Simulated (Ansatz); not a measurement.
```
CELL_PARAMETERS angstrom
4.09323 0.00000 0.00000
0.00000 4.12384 0.00000
0.00000 0.00000 2.78117
ATOMIC_POSITIONS crystal
Al 0.00000 0.00000 0.00000
Al 0.50000 0.50000 0.00000
Ni 0.00000 0.50000 0.50000
Ni 0.50000 0.00000 0.50000
```

Space group Cmmm; a structure from a database of computed crystals, not necessarily the ambient phase; computed without spin polarisation.

The calculation used Ansatz, DFT PBEsol, scalar-relativistic, plane waves, PAW.

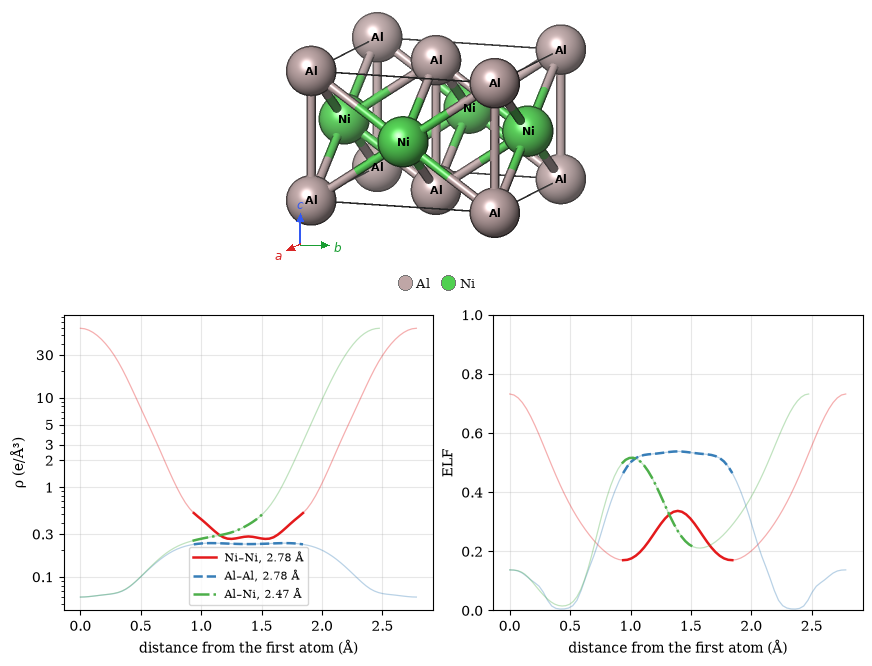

AlNi. Valence electron density and electron localisation function along straight lines between neighbouring atoms. Thin, pale parts lie inside the atomic spheres. The structure is drawn too.

In a PAW calculation such maps are meaningful between the atoms, not at the nuclei.

What can be read from the curves?

Answer. Ni–Ni (2.78 Å): ρ is about 0.28 e/Å³ halfway; the ELF is about 0.35 at the midpoint.
Al–Al (2.78 Å): ρ is about 0.23 e/Å³ halfway; the ELF reaches about 0.55 near the midpoint.
Al–Ni (2.47 Å): ρ at the midpoint is about 0.31 e/Å³; the ELF is about 0.40 at the midpoint.
